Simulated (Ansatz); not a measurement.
# What a change does: geometry relaxation on InP

System: InP (F-43m, 2 atoms in the cell).
Method of run A: Kohn-Sham DFT of a periodic cell, PBEsol, Ansatz PAW, no spin polarisation (Ansatz 0.2.0).

The structure derives from an entry of the Crystallography Open Database. Text and figures count atoms from 1; the logs count them from 0 in places.

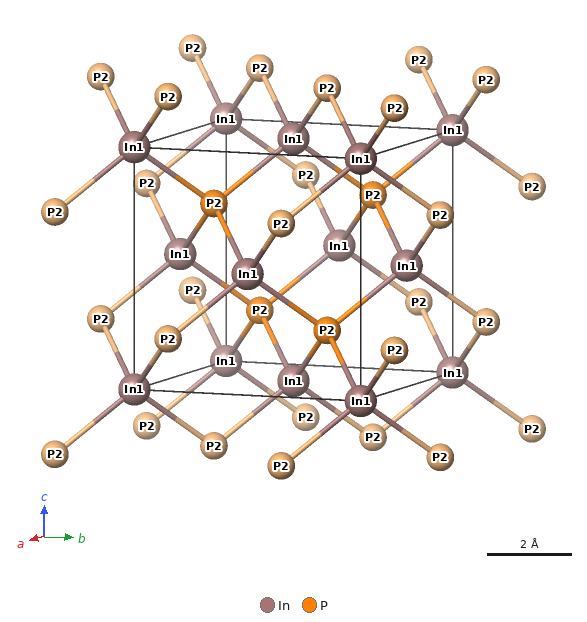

Fig. 1: The starting structure (ball-and-stick view of the cell 4 times as large as that of the calculation, set on its symmetry axes, seen slightly off an axis; neighbours outside the cell are drawn fainter; atoms are numbered from 1 in the order of the input).

**Input, run A**
```yaml
crystal:
  lattice:
    - [0.0, 2.9305, 2.9305]
    - [2.9305, 0.0, 2.9305]
    - [2.9305, 2.9305, 0.0]
  atoms:
    - { symbol: In, position: [0.0, 0.0, 0.0] }
    - { symbol: P, position: [0.75, 0.75, 0.75] }
hamiltonian:
  xc: pbesol
  pseudopotentials: { kind: paw }
kpoints:
  mp_grid: { grid: [8, 8, 8] }
scf:
  occupations: { method: fermi_dirac, width: 0.05 }
output:
  forces: true
  stress: true
  write_density: true
  write_potential: true
  elf: true
  volumetric_format: npy
relax:
  f_tol: 0.01
  max_steps: 40
  cell: { stress_tol: 0.05 }
```

Launched with:
```bash
ansatz run input.yaml --threads 2 --pin off --max-ram 5632MiB --backend cpu --events-out ev --progress --plain --runs-dir out
```

Hardware: 2 threads of Arm Neoverse V1, 24 GiB of memory available, shared host.

**Output, shortened to warnings, some set-up lines, iterations and results (run A)**
```
Basis set: ecut = 420 eV, 941 PW (Γ), exchange–correlation on 60×60×60 points (8 copies of the dense FFT grid, shifted against one another)
Symmetry: 24 space group operations
k-points: 29 of 512 (time reversal used)
Initial density: superposition of atomic densities (neutral atoms: chi_scale 0, normalization atom), corrected by the library's trained network
[...]
SCF iter   1: F=—  HF=-6265.873953 eV  |F-HF|=—  |Δ(HF+E_count)|=         —  Δρ=5.37e-3  dr2=2.60e-2  ethr=1.77e-3  ⟨swp⟩=6.3  Hψ=2534  notcnv=0
SCF iter   2: F=—  HF=-6265.864615 eV  |F-HF|=—  |Δ(HF+E_count)|=   9.34e-3  Δρ=1.84e-3  dr2=1.57e-3  ethr=1.44e-4  ⟨swp⟩=2.6  Hψ=817  notcnv=0
SCF iter   3: F=—  HF=-6265.864209 eV  |F-HF|=—  |Δ(HF+E_count)|=   4.05e-4  Δρ=5.08e-4  dr2=1.55e-4  ethr=8.70e-6  ⟨swp⟩=2.0  Hψ=694  notcnv=0
SCF iter   4: F=—  HF=-6265.864226 eV  |F-HF|=—  |Δ(HF+E_count)|=   1.63e-5  Δρ=2.39e-4  dr2=2.90e-5  ethr=8.63e-7  ⟨swp⟩=2.0  Hψ=444  notcnv=0
SCF iter   5: F=—  HF=-6265.864232 eV  |F-HF|=—  |Δ(HF+E_count)|=   6.53e-6  Δρ=4.45e-5  dr2=1.45e-6  ethr=1.61e-7  ⟨swp⟩=2.1  Hψ=461  notcnv=0
[... 18 lines ...]
SCF iter   3: F=—  HF=-6265.865050 eV  |F-HF|=—  |Δ(HF+E_count)|=   4.81e-9  Δρ=2.69e-6  dr2=6.62e-10  ethr=3.72e-11  ⟨swp⟩=2.1  Hψ=639  notcnv=0
SCF iter   4: F=—  HF=-6265.865050 eV  |F-HF|=—  |Δ(HF+E_count)|=   2.18e-9  Δρ=5.43e-7  dr2=7.02e-11  ethr=3.68e-12  ⟨swp⟩=2.0  Hψ=502  notcnv=0
SCF iter   5: F=-6265.865050 eV  HF=-6265.865050 eV  |F-HF|=0.00e0  |Δ(HF+E_count)|=  3.64e-11  Δρ=1.93e-7  dr2=7.55e-12  ethr=1.00e-12  ⟨swp⟩=7.7  Hψ=2062  notcnv=0
SCF 4 converged in 5 iterations: F = -6265.865050 eV  dr2 = 7.55e-12
relax step   4: F+E_penalty+E_count = -6265.86505036 eV  Δ(F+E_penalty+E_count) = -9.855e-5 eV  max|allowed force component| = 6.476e-17 eV/Å  Δτ_max = 0.0000 Å  P = -0.000 …
basis re-selected at this cell: Δ(F+E_penalty+E_count) = -9.855e-5 eV, ΔP = +0.001 GPa vs the last step (what re-selecting the basis moved, of the pressure what is left beyond the Pulay correction that the steps carried, after the strain that the cell walked since its last selection, with what the …
SCF converged after 5 iterations
Free energy (F): -6265.865050 eV
Harris-Foulkes:  -6265.865050 eV  (|F-HF|=0.00e0)
Internal energy: -6265.865033 eV  (E = F + TS)
E sigma→0 (E₀):  -6265.865042 eV
Entropy (-TS):   -0.000017 eV (-0.009 meV/atom)
Fermi energy:    7.098720 eV
--- Per-component energies (eV) ---
  E_band       = -55.522429
  E_kinetic    = 313.366391
  E_local      = -1404.337925  (includes V_loc(G=0)·N_el)
  E_nonlocal   = 402.765702
  E_hartree    = 552.270524
  E_xc         = -274.037504
  E_vxc        = -160.069563  (∫ρ·V_xc dr)
  E_paw        = -4639.036681  (= ΣΔE_a)
  E_vpaw       = -311.788216  (= ΣTr[D̂ρ^β])
  E_aug_tail   = 0.000029  (compensation charges beyond the density's cutoff)
  E_ewald      = -1217.137568
  E_core_change = 0.281999  (= ΣΔE_core)
  E_smearing   = -0.000017  (= −TS)
  E_closure    = -0.000000  (closes the sum)
  Σ components = -6265.865050   (vs F -6265.865050, Δ=0.00e0)
--- Forces (eV/Å), atoms counted from 1 ---
  atom   1  In    -0.00000000     0.00000000     0.00000000
  atom   2  P      0.00000000    -0.00000000    -0.00000000
  max |Σ_I F_I| component: 2.78e-17 eV/Å
--- Stress (GPa, compression-positive) ---
       -0.000491       0.000000       0.000000
        0.000000      -0.000491       0.000000
        0.000000       0.000000      -0.000491
  P = ⅓ Tr σ = -0.0005 GPa (-0.005 kbar)
--- Relaxed structure (3 steps of the walk, 3 accepted, 1 SCFs on fresh bases) ---
  F+E_penalty+E_count = -6265.86505036 eV   max|allowed force component| = 6.476e-17 eV/Å   (the final SCF, on the basis selected at the relaxed cell)
  cell:  # Å, volume = 50.7776 Å³
    - [1.4649194594574812e-34, 2.939097211318794, 2.939097211318794]
    - [2.939097211318794, 6.923336749696882e-33, 2.939097211318794]
    - [2.939097211318794, 2.939097211318794, 9.120715938883104e-33]
  atoms:
    - { symbol: In, position: [1.4321523075051533e-33, -1.6183594908901444e-33, -1.4047688981838309e-33] }
    - { symbol: P, position: [0.75, 0.75, 0.75] }
```

The input of run B differs as follows (lines with − go, lines with + come):
```diff
-  xc: pbesol
+  xc: pbe
```

Predict how the results change.

The total energies belong to different methods, so their difference says nothing on which is more stable or more accurate. The gap on the mesh goes from 0.57 to 0.44 eV. The volume per atom goes from 25.39 to 26.47 Å³. The functional changes from PBEsol to PBE. The SCF takes 22 iterations over all geometry steps against 20.

**Output, shortened to warnings, some set-up lines, iterations and results (run B)**
```
Basis set: ecut = 420 eV, 941 PW (Γ), exchange–correlation on 60×60×60 points (8 copies of the dense FFT grid, shifted against one another)
Symmetry: 24 space group operations
k-points: 29 of 512 (time reversal used)
Initial density: superposition of atomic densities (neutral atoms: chi_scale 0, normalization atom), corrected by the library's trained network
[...]
SCF iter   1: F=—  HF=-6353.983259 eV  |F-HF|=—  |Δ(HF+E_count)|=         —  Δρ=1.96e-3  dr2=4.08e-3  ethr=1.77e-3  ⟨swp⟩=6.3  Hψ=2532  notcnv=0
SCF iter   2: F=—  HF=-6353.981166 eV  |F-HF|=—  |Δ(HF+E_count)|=   2.09e-3  Δρ=1.21e-3  dr2=7.30e-4  ethr=2.26e-5  ⟨swp⟩=2.0  Hψ=951  notcnv=0
SCF iter   3: F=—  HF=-6353.980960 eV  |F-HF|=—  |Δ(HF+E_count)|=   2.06e-4  Δρ=3.63e-4  dr2=6.63e-5  ethr=4.06e-6  ⟨swp⟩=2.0  Hψ=633  notcnv=0
SCF iter   4: F=—  HF=-6353.981006 eV  |F-HF|=—  |Δ(HF+E_count)|=   4.60e-5  Δρ=1.20e-4  dr2=5.58e-6  ethr=3.68e-7  ⟨swp⟩=2.0  Hψ=645  notcnv=0
SCF iter   5: F=—  HF=-6353.981008 eV  |F-HF|=—  |Δ(HF+E_count)|=   1.73e-6  Δρ=6.48e-5  dr2=1.98e-6  ethr=3.10e-8  ⟨swp⟩=2.0  Hψ=645  notcnv=0
[... 20 lines ...]
SCF iter   4: F=—  HF=-6354.006555 eV  |F-HF|=—  |Δ(HF+E_count)|=   2.73e-8  Δρ=1.82e-6  dr2=8.87e-10  ethr=1.41e-10  ⟨swp⟩=2.0  Hψ=657  notcnv=0
SCF iter   5: F=—  HF=-6354.006555 eV  |F-HF|=—  |Δ(HF+E_count)|=   1.26e-9  Δρ=5.52e-7  dr2=6.86e-11  ethr=4.93e-12  ⟨swp⟩=2.3  Hψ=521  notcnv=0
SCF iter   6: F=-6354.006555 eV  HF=-6354.006555 eV  |F-HF|=2.73e-12  |Δ(HF+E_count)|=  1.53e-10  Δρ=1.14e-7  dr2=3.41e-12  ethr=1.00e-12  ⟨swp⟩=7.7  Hψ=1959  notcnv=0
SCF 4 converged in 6 iterations: F = -6354.006555 eV  dr2 = 3.41e-12
relax step   4: F+E_penalty+E_count = -6354.00655475 eV  Δ(F+E_penalty+E_count) = -6.341e-4 eV  max|allowed force component| = 4.163e-17 eV/Å  Δτ_max = 0.0000 Å  P = -0.029 …
basis re-selected at this cell: Δ(F+E_penalty+E_count) = -6.341e-4 eV, ΔP = +0.001 GPa vs the last step (what re-selecting the basis moved, of the pressure what is left beyond the Pulay correction that the steps carried, after the strain that the cell walked since its last selection, with what the …
SCF converged after 6 iterations
Free energy (F): -6354.006555 eV
Harris-Foulkes:  -6354.006555 eV  (|F-HF|=2.73e-12)
Internal energy: -6354.006503 eV  (E = F + TS)
E sigma→0 (E₀):  -6354.006529 eV
Entropy (-TS):   -0.000052 eV (-0.026 meV/atom)
Fermi energy:    6.628055 eV
--- Per-component energies (eV) ---
  E_band       = -61.242669
  E_kinetic    = 312.194941
  E_local      = -1428.493389  (includes V_loc(G=0)·N_el)
  E_nonlocal   = 401.288706
  E_hartree    = 562.541871
  E_xc         = -275.995673
  E_vxc        = -159.056925  (∫ρ·V_xc dr)
  E_paw        = -4725.136634  (= ΣΔE_a)
  E_vpaw       = -312.259727  (= ΣTr[D̂ρ^β])
  E_aug_tail   = 0.000028  (compensation charges beyond the density's cutoff)
  E_ewald      = -1200.406353
  E_smearing   = -0.000052  (= −TS)
  E_closure    = -0.000000  (closes the sum)
  Σ components = -6354.006555   (vs F -6354.006555, Δ=0.00e0)
--- Forces (eV/Å), atoms counted from 1 ---
  atom   1  In    -0.00000000    -0.00000000     0.00000000
  atom   2  P      0.00000000     0.00000000    -0.00000000
  max |Σ_I F_I| component: 2.78e-17 eV/Å
--- Stress (GPa, compression-positive) ---
       -0.028726       0.000000      -0.000000
        0.000000      -0.028726       0.000000
       -0.000000       0.000000      -0.028726
  P = ⅓ Tr σ = -0.0287 GPa (-0.287 kbar)
--- Relaxed structure (3 steps of the walk, 3 accepted, 1 SCFs on fresh bases) ---
  F+E_penalty+E_count = -6354.00655475 eV   max|allowed force component| = 4.163e-17 eV/Å   (the final SCF, on the basis selected at the relaxed cell)
  cell:  # Å, volume = 52.9305 Å³
    - [-8.279979553455338e-35, 2.9800622305515945, 2.9800622305515945]
    - [2.9800622305515945, 1.2840337522896888e-32, 2.9800622305515945]
    - [2.9800622305515945, 2.9800622305515945, 1.2757537727362333e-32]
  atoms:
    - { symbol: In, position: [1.5499009675868387e-33, -1.6594346048721277e-33, -1.6265745136865408e-33] }
    - { symbol: P, position: [0.7499999999999998, 0.7499999999999998, 0.7499999999999998] }
```

**The two runs side by side**

```csv
quantity,run A,run B
outcome,converged,converged
free energy per atom (eV),−3132.9325,−3177.0033
gap on the mesh (eV),0.57,0.44
pressure (GPa),0.00,−0.03
volume per atom (Å³),25.39,26.47
largest force (eV/Å),0.000,0.000
SCF iterations,20,22
irreducible k-points,29,29
wall time (shared host),5.4 s,4.9 s
```
